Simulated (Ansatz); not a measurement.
## Run report: WSi₂, field-gradient calculation

System: WSi₂ (I4/mmm, 3 atoms in the cell).
Method: DFT, PBE, PAW with Ansatz's default frozen-core files, scalar-relativistic, no spin polarisation (Ansatz 0.2.0).

The structure derives from an entry of the Crystallography Open Database. It belongs to a series of runs on one base structure; here: zz strain of +2 %, PAW files. Figures and captions count atoms from 1; the log counts them from 0 in places.

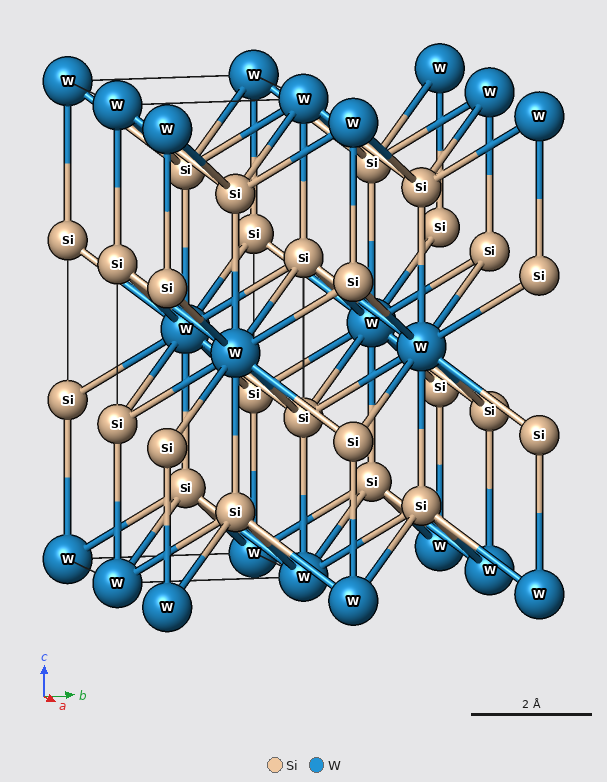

The input geometry (ball-and-stick view of the cell 2 times as large as that of the calculation, set on its symmetry axes, repeated 2 × 2 × 1, seen slightly off an axis).

### Key numbers

| quantity | value |
| --- | --- |
| outcome | converged |
| space group (tolerance 0.01 Å) | I4/mmm (139) |
| electrons treated | 22 |
| free energy | −11657.4306 eV |
| Fermi energy | 16.326 eV |
| pressure | −2.88 GPa |
| field gradient V_zz (10²¹ V/m²) | Si −0.53, Si −0.53, W −9.11 |
| largest force (length of the vector) | 0.253 eV/Å |
| hardware | 1 thread of Arm Neoverse V1, 24 GiB of memory available, shared host |
| wall time | 24 s |
| peak memory | 0.57 GiB |

### Notes

The program warns: the field gradients leave out spin–orbit coupling; the k-point mesh lowers the symmetry that the run can use. Spin–orbit coupling is left out, which matters for W.

### Input file
```yaml
crystal:
  lattice:
    - [-1.606, 1.606, 4.0188]
    - [1.606, -1.606, 4.0188]
    - [1.606, 1.606, -4.0188]
  atoms:
    - { symbol: Si, position: [0.333, 0.333, 0.0] }
    - { symbol: Si, position: [0.667, 0.667, 0.0] }
    - { symbol: W, position: [0.0, 0.0, 0.0] }
kpoints:
  mp_grid: { grid: [11, 11, 14] }
scf:
  occupations: { method: fermi_dirac, width: 0.05 }
hamiltonian:
  xc: pbe
  pseudopotentials: { kind: paw }
output:
  forces: true
  stress: true
  eigenvalues: true
  efg: { contact_densities: true }
  write_density: true
  write_potential: true
  elf: true
  volumetric_format: npy
```

Launched with:
```bash
ansatz run input.yaml --threads 1 --pin off --max-ram 6144MiB --backend cpu --events-out ev --progress --plain --runs-dir out
```

### What the program printed
```
Warning: crystal.symmetry: narrowed to the stabiliser of the k-point mesh — unitary ops 16 → 4; excluded 12 operations that carry a point of the 11×11×14 mesh (shift [0, 0, 0]) off the mesh (the run samples exactly the mesh kpoints.mp_grid names, as under crystal.symmetry.detect: false, and its converged state has the mesh's symmetry, not the crystal's; ε∞, the Born charges and the force constants of a linear response (`dielectric:` by the response, `phonons.method: dfpt`) are averaged over those of the crystal's operations that the state keeps within a tolerance, where `mesh_tensors`, `unaveraged_element` or `gamma_mean_max_change_ev_ang2` stands beside them; a row that `dielectric.field_direction` solves alone is averaged likewise, with nothing beside; a Γ-centred mesh of equal divisions is mapped onto itself by every operation and keeps the whole group, as does a half-shifted one under kpoints.further_shifts: images)
W: output.efg is read without spin–orbit coupling, which moves field gradients at and beside such atoms by some per cent and up to a factor of two; PAW files take it under magnetization.noncollinear and magnetization.spin_orbit
Engine: ansatz 0.2.0, aarch64-unknown-linux-gnu
Pseudopotentials: kind: paw
Pseudopotential: Si, paw, valence charge 4, recommended cutoff 420 eV (normal), Si.paw.azcp
Pseudopotential: W, paw, valence charge 14, recommended cutoff 420 eV (normal), W.paw.azcp
Functional definition: PBE
  parameter kappa = 0.804
  parameter beta = 0.06672455060314922
  exchange = pbe_x(kappa = kappa, mu = beta*pi^2/3)
  correlation = pbe_c(beta = beta)
Crystal: 3 atoms, lattice volume = 41.462 Å³
Basis set: ecut = 420 eV, 809 PW (Γ), exchange–correlation on 64×64×64 points (8 copies of the dense FFT grid, shifted against one another)
Bands: 15, of which v1, the nominal top of the filled ones, is band 11 counted from 1 (10 counted from 0)
Symmetry: 4 space group operations
k-points: 468 of 1694
Non-local potential: Si, projectors of the file, l = 0: 2, l = 1: 2, l = 2: 2
Non-local potential: W, projectors of the file, l = 0: 3, l = 1: 2, l = 2: 2, l = 3: 1
PAW form: soft (Blöchl's): semilocal exchange-correlation on the pseudo side does not see the compensation charge
PAW one-centre angular grid: Si, 110 points (default); XC on 64 Gauss nodes
PAW one-centre angular grid: W, 590 points (default); XC on 64 Gauss nodes
Initial density: superposition of atomic densities (neutral atoms: chi_scale 0, normalization atom), corrected by the library's trained network
Initial wavefunctions: pseudopotential atomic-orbital guess
Functional: x = pbe(κ = 0.804, μ = 0.2195149727645171), c = pbe(β = 0.06672455060314922)
SCF iter   1: F=—  HF=-11657.430235 eV  |F-HF|=—  |Δ(HF+E_count)|=         —  Δρ=3.28e-3  dr2=2.22e-3  ethr=1.77e-3  ⟨swp⟩=5.4  Hψ=41160  notcnv=0
preconditioner: auto → Kerker (q_TF=auto, 2.455 Å⁻¹)  [metal: Δε(μ)=0.013 eV  Ē_g=7.926 eV  σ=0.050 eV  W_gap=0.06  n_scr=10 (ndim 8)  ℏωp=21.6 eV  f_vac=0.000  D(μ)=0.31/eV (n_scr^D=0)]
SCF iter   2: F=—  HF=-11657.430530 eV  |F-HF|=—  |Δ(HF+E_count)|=   2.95e-4  Δρ=1.88e-3  dr2=8.86e-4  ethr=1.01e-5  ⟨swp⟩=1.0  Hψ=10777  notcnv=0
SCF iter   3: F=—  HF=-11657.430606 eV  |F-HF|=—  |Δ(HF+E_count)|=   7.60e-5  Δρ=1.94e-4  dr2=1.97e-5  ethr=4.03e-6  ⟨swp⟩=2.1  Hψ=9677  notcnv=0
SCF iter   4: F=—  HF=-11657.430601 eV  |F-HF|=—  |Δ(HF+E_count)|=   5.20e-6  Δρ=8.02e-5  dr2=1.63e-6  ethr=8.97e-8  ⟨swp⟩=2.2  Hψ=9943  notcnv=0
SCF iter   5: F=—  HF=-11657.430601 eV  |F-HF|=—  |Δ(HF+E_count)|=   1.62e-7  Δρ=1.26e-5  dr2=1.04e-7  ethr=7.40e-9  ⟨swp⟩=2.1  Hψ=9876  notcnv=0
SCF iter   6: F=-11657.430601 eV  HF=-11657.430601 eV  |F-HF|=9.33e-10  |Δ(HF+E_count)|=   1.43e-8  Δρ=2.44e-6  dr2=2.58e-9  ethr=4.55e-10  ⟨swp⟩=8.0  Hψ=38240  notcnv=0
SCF 1 converged in 6 iterations: F = -11657.430601 eV  dr2 = 2.58e-9
  greatest PAW one-centre occupation: 1.000 electrons in one spin orbital (limit 2), on the W atom at site 2 (counted from 0), in its partial waves of l = 0
SCF converged after 6 iterations
Free energy (F): -11657.430601 eV
Harris-Foulkes:  -11657.430601 eV  (|F-HF|=9.33e-10)
Internal energy: -11657.427923 eV  (E = F + TS)
E sigma→0 (E₀):  -11657.429262 eV
Entropy (-TS):   -0.002679 eV (-0.893 meV/atom)
Fermi energy:    16.325519 eV
--- Per-component energies (eV) ---
  E_band       = -89.378595
  E_kinetic    = 538.855565
  E_local      = -965.631612  (includes V_loc(G=0)·N_el)
  E_nonlocal   = 50.342259
  E_hartree    = 377.433898
  E_xc         = -381.029711
  E_vxc        = -337.411095  (∫ρ·V_xc dr)
  E_paw        = -9588.136414  (= ΣΔE_a)
  E_vpaw       = -130.402605  (= ΣTr[D̂ρ^β])
  E_aug_tail   = -0.000056  (compensation charges beyond the density's cutoff)
  E_ewald      = -1689.261852
  E_smearing   = -0.002679  (= −TS)
  E_closure    = -0.000000  (closes the sum)
  Σ components = -11657.430601   (vs F -11657.430601, Δ=0.00e0)
--- Forces (eV/Å), atoms counted from 1 ---
  atom   1  Si     0.00026049     0.00026049     0.25335939
  atom   2  Si    -0.00026049    -0.00026049    -0.25335939
  atom   3  W     -0.00000000     0.00000000     0.00000000
  max |Σ_I F_I| component: 5.55e-17 eV/Å
--- Stress (GPa, compression-positive) ---
        0.548407       0.030147      -0.011226
        0.030147       0.548407      -0.011226
       -0.011226      -0.011226      -9.742592
  P = ⅓ Tr σ = -2.8819 GPa (-28.819 kbar)
--- PAW observables at the nuclei: V_zz in 10²¹ V/m², potentials from the cell's mean, atoms counted from 1 ---
  atom   1  Si V_zz =    -0.533906   η = 0.0450   by run symmetry: allowed
            electrostatic potential = -1369.826920 V   contact ρ = 12810.454033 e/Å³
  atom   2  Si V_zz =    -0.533906   η = 0.0450   by run symmetry: allowed
            electrostatic potential = -1369.826920 V   contact ρ = 12810.454033 e/Å³
  atom   3  W  V_zz =    -9.111226   η = 0.0096   by run symmetry: allowed
            electrostatic potential = -14812.410669 V   contact ρ = 8821956.677892 e/Å³
--- Band table (eV; the first three rows and the last of 468) ---
  k-point 0: bands = ["-57.5531", "-21.8582", "-21.7928", "-21.7923", "2.3914", "9.5652", "12.1817", "13.0793", "13.5997", "13.6004", "17.0683", "18.9815", "19.2632", "19.5729", "19.5735"]
  k-point 1: bands = ["-57.5524", "-21.8561", "-21.8032", "-21.8014", "2.5552", "9.7198", "11.8294", "13.1189", "13.1777", "13.9537", "16.3066", "18.7427", "19.6759", "19.7006", "19.7039"]
  k-point 2: bands = ["-57.5503", "-21.8503", "-21.8315", "-21.8271", "3.0353", "10.1369", "11.2897", "12.2743", "13.2455", "14.3501", "14.8364", "18.6055", "19.9108", "19.9943", "20.2305"]
  k-point 467: bands = ["-57.5527", "-21.8703", "-21.7975", "-21.7973", "4.4648", "5.5694", "12.5504", "13.5604", "15.5029", "15.6274", "15.6980", "15.7502", "17.3007", "20.3377", "20.9995"]
```

### File rho_z.tsv
```
# z_ang	rho[e/angstrom^3]
# format = ansatz-planar-average/11
# lattice	-1.606000000	1.606000000	4.018800000
# lattice	1.606000000	-1.606000000	4.018800000
# lattice	1.606000000	1.606000000	-4.018800000
# sites	3
# site	14	0.000000000	0.000000000	2.676520800
# site	14	0.000000000	0.000000000	5.361079200
# site	74	0.000000000	0.000000000	0.000000000
0.000000	7.950885e-1
0.144256	7.915540e-1
0.288512	7.802710e-1
0.432768	7.596306e-1
0.577024	7.281518e-1
0.721280	6.856100e-1
0.865536	6.336768e-1
1.009792	5.757980e-1
1.154048	5.164240e-1
1.298304	4.599737e-1
1.442560	4.099626e-1
1.586816	3.685495e-1
1.731072	3.365146e-1
1.875328	3.135235e-1
2.019584	2.985285e-1
2.163840	2.902385e-1
2.308096	2.876087e-1
2.452352	2.902385e-1
2.596608	2.985285e-1
2.740864	3.135235e-1
2.885120	3.365146e-1
3.029376	3.685495e-1
3.173632	4.099626e-1
3.317888	4.599737e-1
3.462144	5.164240e-1
3.606400	5.757980e-1
3.750656	6.336768e-1
3.894912	6.856100e-1
4.039168	7.281518e-1
4.183424	7.596306e-1
4.327680	7.802710e-1
4.471936	7.915540e-1
```

### File v_z.tsv
```
# z_ang	v_es[eV]	v_tot[eV]
# format = ansatz-planar-average/11
# xc	pbe
# density_cutoff_ev	1680
# datasets	Si=:simpson_from_first_knot:soft	W=:simpson_from_first_knot:soft
# lattice	-1.606000000	1.606000000	4.018800000
# lattice	1.606000000	-1.606000000	4.018800000
# lattice	1.606000000	1.606000000	-4.018800000
# sites	3
# site	14	0.000000000	0.000000000	2.676520800
# site	14	0.000000000	0.000000000	5.361079200
# site	74	0.000000000	0.000000000	0.000000000
0.000000	-4.839547e0	-1.951249e1
0.144256	-4.647014e0	-1.927512e1
0.288512	-4.075612e0	-1.856978e1
0.432768	-3.144266e0	-1.741680e1
0.577024	-1.884662e0	-1.585000e1
0.721280	-3.407108e-1	-1.391929e1
0.865536	1.432681e0	-1.169782e1
1.009792	3.369132e0	-9.289710e0
1.154048	5.387894e0	-6.825906e0
1.298304	7.390361e0	-4.444010e0
1.442560	9.264113e0	-2.263487e0
1.586816	1.090105e1	-3.731570e-1
1.731072	1.222776e1	1.171068e0
1.875328	1.322601e1	2.347254e0
2.019584	1.391884e1	3.163570e0
2.163840	1.432733e1	3.637643e0
2.308096	1.446087e1	3.790385e0
2.452352	1.432733e1	3.637643e0
2.596608	1.391884e1	3.163570e0
2.740864	1.322601e1	2.347254e0
2.885120	1.222776e1	1.171068e0
3.029376	1.090105e1	-3.731570e-1
3.173632	9.264113e0	-2.263487e0
3.317888	7.390361e0	-4.444010e0
3.462144	5.387894e0	-6.825906e0
3.606400	3.369132e0	-9.289710e0
3.750656	1.432681e0	-1.169782e1
3.894912	-3.407108e-1	-1.391929e1
4.039168	-1.884662e0	-1.585000e1
4.183424	-3.144266e0	-1.741680e1
4.327680	-4.075612e0	-1.856978e1
4.471936	-4.647014e0	-1.927512e1
```

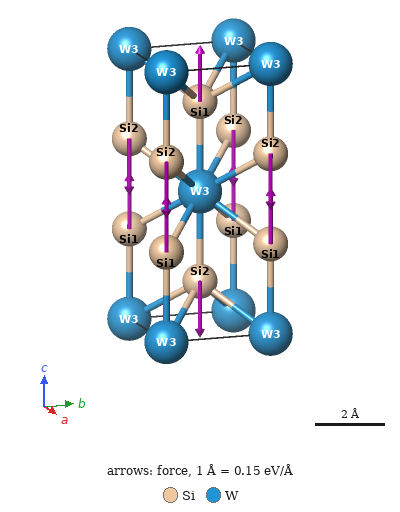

Forces on the atoms as pink arrows (ball-and-stick view of the cell 2 times as large as that of the calculation, set on its symmetry axes, seen slightly off an axis; atoms are numbered from 1 in the order of the input). The largest act on Si1, Si2 (0.25 eV/Å). The geometry is not a stationary point of this energy.

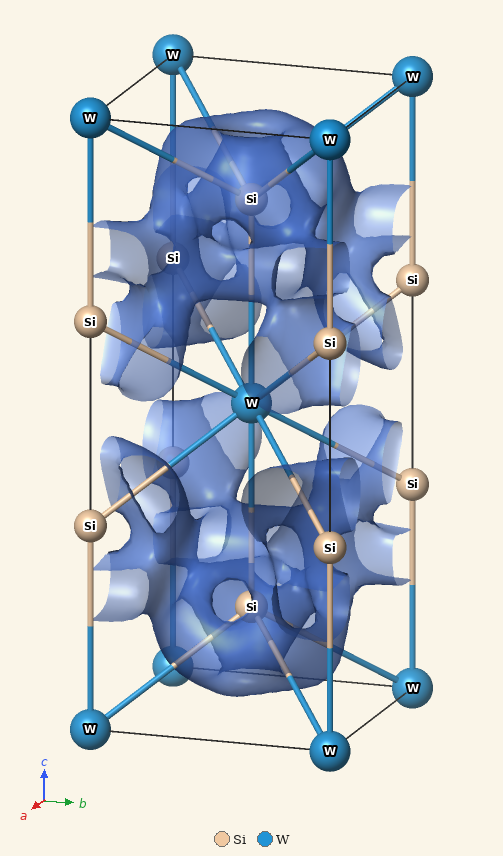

Isosurface of the ELF at 0.55 (blue), seen slightly off an axis. Core shells and regions of very low density are left out. Sticks mark near contacts. The outline is the cell set on symmetry axes. Profiles from the grid: Si–W (2.64 Å): the ELF is about 0.45 at the midpoint. Core electrons are frozen (PAW), so the fields are smoothed inside the atomic spheres.

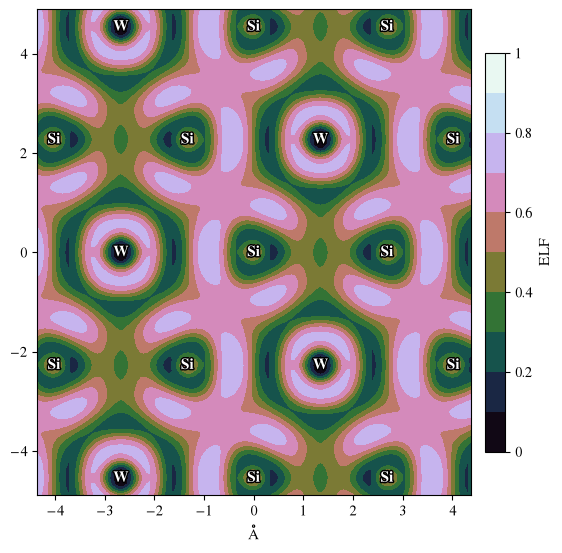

ELF on the (110) plane of the conventional cell. Si–W (2.64 Å): the ELF is about 0.45 at the midpoint. The strong features right at W lie inside the PAW spheres (semicore, d or f shells) and say nothing about bonding.
